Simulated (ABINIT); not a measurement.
Geometry relaxation, with input and output: Si (part 2 of 3)

Continued. System: Si (4 atoms in the cell). Method: Kohn-Sham DFT of a periodic cell, PBEsol, PseudoDojo NC SR PBEsol v0.4.1 standard, no spin polarisation (ABINIT 10.8.3); cutoff 489.81 eV, 6×6×3 k-mesh, fermi-dirac of 0.05 eV. The structure derives from a Materials Project entry.

Geometry of the input (Å; fractional positions):
```
3.8313  0.0000  0.0000
-1.9157  3.3180  0.0000
0.0000  0.0000  6.3326
Si 0.6667  0.3333  0.9370
Si 0.3333  0.6667  0.4370
Si 0.6667  0.3333  0.5630
Si 0.3333  0.6667  0.0630
```

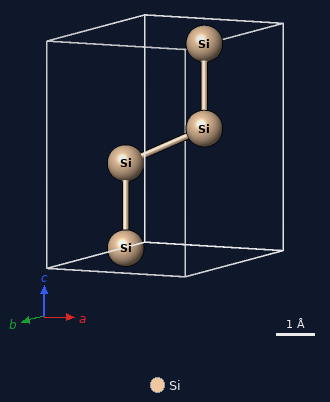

**Figure 1.** The input geometry (ball-and-stick view of the cell of the calculation, seen at an oblique angle).

## The program's output, continued
```
---OUTPUT-----------------------------------------------------------------------

 Cartesian coordinates (xcart) [bohr]
  3.61841203478754E+00  2.08909116243805E+00  1.12068322267885E+01
 -6.66358255111092E-11  4.17818232487610E+00  5.22672742941646E+00
  3.61841203478754E+00  2.08909116243805E+00  6.73348216532770E+00
 -6.66358255111092E-11  4.17818232487610E+00  7.53377367955618E-01
 Reduced coordinates (xred)
  6.66666666666667E-01  3.33333333333333E-01  9.37009685157467E-01
  3.33333333333333E-01  6.66666666666667E-01  4.37009685157467E-01
  6.66666666666667E-01  3.33333333333333E-01  5.62990314842533E-01
  3.33333333333333E-01  6.66666666666667E-01  6.29903148425330E-02
 Cartesian forces (fcart) [Ha/bohr]; max,rms= 1.78071E-04 1.02810E-04 (free atoms)
 -2.97660431951078E-28 -2.57781495764077E-28  1.78071370902123E-04
  1.48830215975539E-28  2.37365366568398E-39  1.78071370902123E-04
  1.48830215975539E-28  3.43708661014813E-28 -1.78071370902123E-04
  0.00000000000000E+00 -8.59271652531098E-29 -1.78071370902123E-04
 Gradient of E wrt nuclear positions in reduced coordinates (gred)
  2.15411617852351E-27  5.38529044630878E-28 -2.12977091881282E-03
 -1.07705808926175E-27  5.38529044630877E-28 -2.12977091881282E-03
 -1.07705808926175E-27 -1.61558713389263E-27  2.12977091881282E-03
  0.00000000000000E+00  5.38529044630877E-28  2.12977091881282E-03
 Scale of Primitive Cell (acell) [bohr]
  7.23682406964172E+00  7.23682406993916E+00  1.19602095947442E+01
 Real space primitive translations (rprimd) [bohr]
  7.23682406964172E+00  0.00000000000000E+00  0.00000000000000E+00
 -3.61841203492081E+00  6.26727348731416E+00  0.00000000000000E+00
  0.00000000000000E+00  0.00000000000000E+00  1.19602095947442E+01
 Unitary Cell Volume (ucvol) [Bohr^3]=  5.42457167465548E+02
 Angles (23,13,12)= [degrees]
  9.00000000000000E+01  9.00000000000000E+01  1.19999999999554E+02
 Lengths [Bohr]
  7.23682406964172E+00  7.23682406993916E+00  1.19602095947442E+01
 Stress tensor in cartesian coordinates (strten) [Ha/bohr^3]
  1.07459856188341E-05  2.74512204010980E-14  0.00000000000000E+00
  2.74512204010980E-14  1.07459854618794E-05  0.00000000000000E+00
  0.00000000000000E+00  0.00000000000000E+00  1.38961203117068E-05
 Total energy (etotal) [Ha]= -1.69231719160179E+01

 Difference of energy with previous step (new-old):
           Absolute (Ha)=-1.16232E-05
           Relative     =-6.86822E-07

--- Iteration: ( 3/50) Internal Cycle: (1/1)
--------------------------------------------------------------------------------

---SELF-CONSISTENT-FIELD CONVERGENCE--------------------------------------------

--- !BeginCycle
iteration_state: {dtset: 1, itime: 3, icycle: 1, }
solver: {iscf: 7, nstep: 80, nline: 4, wfoptalg: 0, }
tolerances: {tolvrs: 1.00E-12, }
...

     iter   Etot(hartree)      deltaE(h)  residm     vres2
 ETOT  1  -16.923180412598    -1.692E+01 9.712E-04 1.618E-02
 ETOT  2  -16.923184267939    -3.855E-06 6.822E-04 1.251E-03
 ETOT  3  -16.923184472186    -2.042E-07 1.750E-03 4.974E-05
 ETOT  4  -16.923184477286    -5.100E-09 2.657E-04 5.335E-07
 ETOT  5  -16.923184477335    -4.930E-11 8.471E-04 8.007E-09
 ETOT  6  -16.923184477336    -1.144E-12 1.139E-04 1.047E-10
 ETOT  7  -16.923184477336     1.137E-13 3.849E-04 1.203E-12
 ETOT  8  -16.923184477336    -1.101E-13 4.875E-05 4.104E-14

 At SCF step    8       vres2   =  4.10E-14 < tolvrs=  1.00E-12 =>converged.

 Cartesian components of stress tensor (hartree/bohr^3)
  sigma(1 1)= -8.83379386E-07  sigma(3 2)=  0.00000000E+00
  sigma(2 2)= -8.83379543E-07  sigma(3 1)=  0.00000000E+00
  sigma(3 3)=  1.08959623E-06  sigma(2 1)=  2.74748940E-14

--- !ResultsGS
iteration_state: {dtset: 1, itime: 3, icycle: 1, }
comment   : Summary of ground state results
lattice_vectors:
- [  7.2284675,   0.0000000,   0.0000000, ]
- [ -3.6142338,   6.2600365,   0.0000000, ]
- [  0.0000000,   0.0000000,  11.9423505, ]
lattice_lengths: [   7.22847,    7.22847,   11.94235, ]
lattice_angles: [ 90.000,  90.000, 120.000, ] # degrees, (23, 13, 12)
lattice_volume:   5.4039698E+02
convergence: {deltae: -1.101E-13, res2:  4.104E-14, residm:  4.875E-05, diffor: null, }
etotal    :  -1.69231845E+01
entropy   :   0.00000000E+00
fermie    :   1.83491577E-01
cartesian_stress_tensor: # hartree/bohr^3
- [ -8.83379386E-07,   2.74748940E-14,   0.00000000E+00, ]
- [  2.74748940E-14,  -8.83379543E-07,   0.00000000E+00, ]
- [  0.00000000E+00,   0.00000000E+00,   1.08959623E-06, ]
pressure_GPa:   6.6409E-03
xred      :
- [  6.6667E-01,   3.3333E-01,   9.3706E-01, Si]
- [  3.3333E-01,   6.6667E-01,   4.3706E-01, Si]
- [  6.6667E-01,   3.3333E-01,   5.6294E-01, Si]
- [  3.3333E-01,   6.6667E-01,   6.2937E-02, Si]
cartesian_forces: # hartree/bohr
- [ -2.60753976E-28,  -5.80678888E-28,   4.85051795E-05, ]
- [  3.72505681E-29,   4.51639135E-28,   4.85051795E-05, ]
- [  1.86252840E-28,  -1.50546378E-28,  -4.85051795E-05, ]
- [  3.72505681E-29,   2.79586131E-28,  -4.85051795E-05, ]
force_length_stats: {min:   4.85051795E-05, max:   4.85051795E-05, mean:   4.85051795E-05, }
...

 Integrated electronic density in atomic spheres:
 ------------------------------------------------
 Atom  Sphere_radius  Integrated_density
    1        2.00000          1.78891707
    2        2.00000          1.78891707
    3        2.00000          1.78891707
    4        2.00000          1.78891707

---OUTPUT-----------------------------------------------------------------------

 Cartesian coordinates (xcart) [bohr]
  3.61423377312856E+00  2.08667884194436E+00  1.11907347960914E+01
 -6.65594415485080E-11  4.17335768388872E+00  5.21955952949209E+00
  3.61423377312856E+00  2.08667884194436E+00  6.72279100370655E+00
 -6.65594415485080E-11  4.17335768388872E+00  7.51615737107230E-01
 Reduced coordinates (xred)
  6.66666666666667E-01  3.33333333333333E-01  9.37062998191369E-01
  3.33333333333333E-01  6.66666666666667E-01  4.37062998191369E-01
  6.66666666666667E-01  3.33333333333333E-01  5.62937001808631E-01
  3.33333333333333E-01  6.66666666666667E-01  6.29370018086312E-02
 Cartesian forces (fcart) [Ha/bohr]; max,rms= 4.85052E-05 2.80045E-05 (free atoms)
 -2.60753976431241E-28 -5.80678888419218E-28  4.85051794741577E-05
  3.72505680616058E-29  4.51639135434529E-28  4.85051794741577E-05
  1.86252840308029E-28 -1.50546378475008E-28 -4.85051794741577E-05
  3.72505680616058E-29  2.79586131459697E-28 -4.85051794741577E-05
 Gradient of E wrt nuclear positions in reduced coordinates (gred)
  1.88485165620807E-27  2.69264522315439E-27 -5.79265855956103E-04
 -2.69264522315439E-28 -2.69264522315439E-27 -5.79265855956103E-04
 -1.34632261157719E-27  1.61558713389263E-27  5.79265855956103E-04
 -2.69264522315439E-28 -1.61558713389263E-27  5.79265855956103E-04
 Scale of Primitive Cell (acell) [bohr]
  7.22846754632367E+00  7.22846754662077E+00  1.19423505331986E+01
 Real space primitive translations (rprimd) [bohr]
  7.22846754632367E+00  0.00000000000000E+00  0.00000000000000E+00
 -3.61423377326168E+00  6.26003652583308E+00  0.00000000000000E+00
  0.00000000000000E+00  0.00000000000000E+00  1.19423505331986E+01
 Unitary Cell Volume (ucvol) [Bohr^3]=  5.40396984871499E+02
 Angles (23,13,12)= [degrees]
  9.00000000000000E+01  9.00000000000000E+01  1.19999999999554E+02
 Lengths [Bohr]
  7.22846754632367E+00  7.22846754662076E+00  1.19423505331986E+01
 Stress tensor in cartesian coordinates (strten) [Ha/bohr^3]
 -8.83379386293131E-07  2.74748940404006E-14  0.00000000000000E+00
  2.74748940404006E-14 -8.83379543379281E-07  0.00000000000000E+00
  0.00000000000000E+00  0.00000000000000E+00  1.08959623460608E-06
 Total energy (etotal) [Ha]= -1.69231844773362E+01

 Difference of energy with previous step (new-old):
           Absolute (Ha)=-1.25613E-05
           Relative     =-7.42255E-07

--- Iteration: ( 4/50) Internal Cycle: (1/1)
--------------------------------------------------------------------------------

---SELF-CONSISTENT-FIELD CONVERGENCE--------------------------------------------

--- !BeginCycle
iteration_state: {dtset: 1, itime: 4, icycle: 1, }
solver: {iscf: 7, nstep: 80, nline: 4, wfoptalg: 0, }
tolerances: {tolvrs: 1.00E-12, }
...

     iter   Etot(hartree)      deltaE(h)  residm     vres2
 ETOT  1  -16.923184524534    -1.692E+01 9.930E-06 9.550E-06
 ETOT  2  -16.923184526820    -2.286E-09 4.867E-06 1.460E-07
 ETOT  3  -16.923184526849    -2.864E-11 1.465E-05 1.075E-08
 ETOT  4  -16.923184526851    -1.886E-12 2.570E-06 9.151E-11
 ETOT  5  -16.923184526851    -1.066E-13 7.054E-06 5.196E-13

 At SCF step    5       vres2   =  5.20E-13 < tolvrs=  1.00E-12 =>converged.

 Cartesian components of stress tensor (hartree/bohr^3)
  sigma(1 1)= -7.01369073E-07  sigma(3 2)=  0.00000000E+00
  sigma(2 2)= -7.01369230E-07  sigma(3 1)=  0.00000000E+00
  sigma(3 3)=  9.32988358E-07  sigma(2 1)=  2.74760927E-14

--- !ResultsGS
iteration_state: {dtset: 1, itime: 4, icycle: 1, }
comment   : Summary of ground state results
lattice_vectors:
- [  7.2286634,   0.0000000,   0.0000000, ]
- [ -3.6143317,   6.2602062,   0.0000000, ]
- [  0.0000000,   0.0000000,  11.9419771, ]
lattice_lengths: [   7.22866,    7.22866,   11.94198, ]
lattice_angles: [ 90.000,  90.000, 120.000, ] # degrees, (23, 13, 12)
lattice_volume:   5.4040938E+02
convergence: {deltae: -1.066E-13, res2:  5.196E-13, residm:  7.054E-06, diffor: null, }
etotal    :  -1.69231845E+01
entropy   :   0.00000000E+00
fermie    :   1.83476417E-01
cartesian_stress_tensor: # hartree/bohr^3
- [ -7.01369073E-07,   2.74760927E-14,   0.00000000E+00, ]
- [  2.74760927E-14,  -7.01369230E-07,   0.00000000E+00, ]
- [  0.00000000E+00,   0.00000000E+00,   9.32988358E-07, ]
pressure_GPa:   4.6068E-03
xred      :
- [  6.6667E-01,   3.3333E-01,   9.3707E-01, Si]
- [  3.3333E-01,   6.6667E-01,   4.3707E-01, Si]
- [  6.6667E-01,   3.3333E-01,   5.6293E-01, Si]
- [  3.3333E-01,   6.6667E-01,   6.2933E-02, Si]
cartesian_forces: # hartree/bohr
- [ -3.72495585E-28,  -2.15060427E-28,   4.83515477E-05, ]
- [  7.44991171E-29,   5.59157109E-28,   4.83515477E-05, ]
- [  2.23497351E-28,  -4.30120853E-29,  -4.83515477E-05, ]
- [  7.44991171E-29,  -3.01084597E-28,  -4.83515477E-05, ]
force_length_stats: {min:   4.83515477E-05, max:   4.83515477E-05, mean:   4.83515477E-05, }
...

 Integrated electronic density in atomic spheres:
 ------------------------------------------------
 Atom  Sphere_radius  Integrated_density
    1        2.00000          1.78893697
    2        2.00000          1.78893697
    3        2.00000          1.78893697
    4        2.00000          1.78893697

---OUTPUT-----------------------------------------------------------------------

 Cartesian coordinates (xcart) [bohr]
  3.61433172446653E+00  2.08673539417571E+00  1.11904323965029E+01
 -6.65610698901105E-11  4.17347078835142E+00  5.21944386447204E+00
  3.61433172446653E+00  2.08673539417571E+00  6.72253319958959E+00
 -6.65610698901105E-11  4.17347078835142E+00  7.51544667558773E-01
 Reduced coordinates (xred)
  6.66666666666667E-01  3.33333333333333E-01  9.37066981160056E-01
  3.33333333333333E-01  6.66666666666667E-01  4.37066981160056E-01
  6.66666666666667E-01  3.33333333333333E-01  5.62933018839944E-01
  3.33333333333333E-01  6.66666666666667E-01  6.29330188399443E-02
 Cartesian forces (fcart) [Ha/bohr]; max,rms= 4.83515E-05 2.79158E-05 (free atoms)
 -3.72495585408257E-28 -2.15060426503540E-28  4.83515476862659E-05
  7.44991170816514E-29  5.59157108894946E-28  4.83515476862659E-05
  2.23497351244954E-28 -4.30120852959554E-29 -4.83515476862659E-05
  7.44991170816514E-29 -3.01084597095451E-28 -4.83515476862659E-05
 Gradient of E wrt nuclear positions in reduced coordinates (gred)
  2.69264522315439E-27  3.79498587246615E-44 -5.77413073481270E-04
 -5.38529044630877E-28 -3.23117426778527E-27 -5.77413073481270E-04
 -1.61558713389263E-27  1.07705808926175E-27  5.77413073481270E-04
 -5.38529044630877E-28  2.15411617852351E-27  5.77413073481270E-04
 Scale of Primitive Cell (acell) [bohr]
  7.22866344899963E+00  7.22866344929673E+00  1.19419770640616E+01
 Real space primitive translations (rprimd) [bohr]
  7.22866344899963E+00  0.00000000000000E+00  0.00000000000000E+00
 -3.61433172459966E+00  6.26020618252714E+00  0.00000000000000E+00
  0.00000000000000E+00  0.00000000000000E+00  1.19419770640616E+01
 Unitary Cell Volume (ucvol) [Bohr^3]=  5.40409375890098E+02
 Angles (23,13,12)= [degrees]
  9.00000000000000E+01  9.00000000000000E+01  1.19999999999554E+02
 Lengths [Bohr]
  7.22866344899963E+00  7.22866344929673E+00  1.19419770640616E+01
 Stress tensor in cartesian coordinates (strten) [Ha/bohr^3]
 -7.01369072670082E-07  2.74760927198751E-14  0.00000000000000E+00
  2.74760927198751E-14 -7.01369229765339E-07  0.00000000000000E+00
  0.00000000000000E+00  0.00000000000000E+00  9.32988358162386E-07
 Total energy (etotal) [Ha]= -1.69231845268507E+01

 Difference of energy with previous step (new-old):
           Absolute (Ha)=-4.95145E-08
           Relative     =-2.92584E-09

--- Iteration: ( 5/50) Internal Cycle: (1/1)
--------------------------------------------------------------------------------

---SELF-CONSISTENT-FIELD CONVERGENCE--------------------------------------------

--- !BeginCycle
iteration_state: {dtset: 1, itime: 5, icycle: 1, }
solver: {iscf: 7, nstep: 80, nline: 4, wfoptalg: 0, }
tolerances: {tolvrs: 1.00E-12, }
...

     iter   Etot(hartree)      deltaE(h)  residm     vres2
 ETOT  1  -16.923184596334    -1.692E+01 1.930E-06 3.379E-04
 ETOT  2  -16.923184669814    -7.348E-08 1.417E-06 4.868E-06
 ETOT  3  -16.923184670755    -9.414E-10 4.994E-07 3.818E-07
 ETOT  4  -16.923184670822    -6.640E-11 1.053E-06 4.303E-09
 ETOT  5  -16.923184670822    -4.476E-13 3.753E-07 5.236E-11
 ETOT  6  -16.923184670822    -7.105E-14 7.836E-07 2.692E-12
 ETOT  7  -16.923184670822     8.527E-14 2.810E-07 3.463E-14

 At SCF step    7       vres2   =  3.46E-14 < tolvrs=  1.00E-12 =>converged.

 Cartesian components of stress tensor (hartree/bohr^3)
  sigma(1 1)=  9.02824024E-08  sigma(3 2)=  0.00000000E+00
  sigma(2 2)=  9.02822453E-08  sigma(3 1)=  0.00000000E+00
  sigma(3 3)= -1.87300722E-07  sigma(2 1)=  2.74857355E-14

--- !ResultsGS
iteration_state: {dtset: 1, itime: 5, icycle: 1, }
comment   : Summary of ground state results
lattice_vectors:
- [  7.2296531,   0.0000000,   0.0000000, ]
- [ -3.6148266,   6.2610633,   0.0000000, ]
- [  0.0000000,   0.0000000,  11.9393831, ]
lattice_lengths: [   7.22965,    7.22965,   11.93938, ]
lattice_angles: [ 90.000,  90.000, 120.000, ] # degrees, (23, 13, 12)
lattice_volume:   5.4043995E+02
convergence: {deltae:  8.527E-14, res2:  3.463E-14, residm:  2.810E-07, diffor: null, }
etotal    :  -1.69231847E+01
entropy   :   0.00000000E+00
fermie    :   1.83404785E-01
cartesian_stress_tensor: # hartree/bohr^3
- [  9.02824024E-08,   2.74857355E-14,   0.00000000E+00, ]
- [  2.74857355E-14,   9.02822453E-08,   0.00000000E+00, ]
- [  0.00000000E+00,   0.00000000E+00,  -1.87300722E-07, ]
pressure_GPa:   6.6061E-05
xred      :
- [  6.6667E-01,   3.3333E-01,   9.3710E-01, Si]
- [  3.3333E-01,   6.6667E-01,   4.3710E-01, Si]
- [  6.6667E-01,   3.3333E-01,   5.6290E-01, Si]
- [  3.3333E-01,   6.6667E-01,   6.2904E-02, Si]
cartesian_forces: # hartree/bohr
- [ -7.44889187E-29,  -2.15030986E-28,   3.04797439E-05, ]
- [ -7.44889187E-29,   3.01043381E-28,   3.04797439E-05, ]
- [  7.44889187E-29,  -3.01043381E-28,  -3.04797439E-05, ]
- [  7.44889187E-29,   2.15030986E-28,  -3.04797439E-05, ]
force_length_stats: {min:   3.04797439E-05, max:   3.04797439E-05, mean:   3.04797439E-05, }
...

 Integrated electronic density in atomic spheres:
```
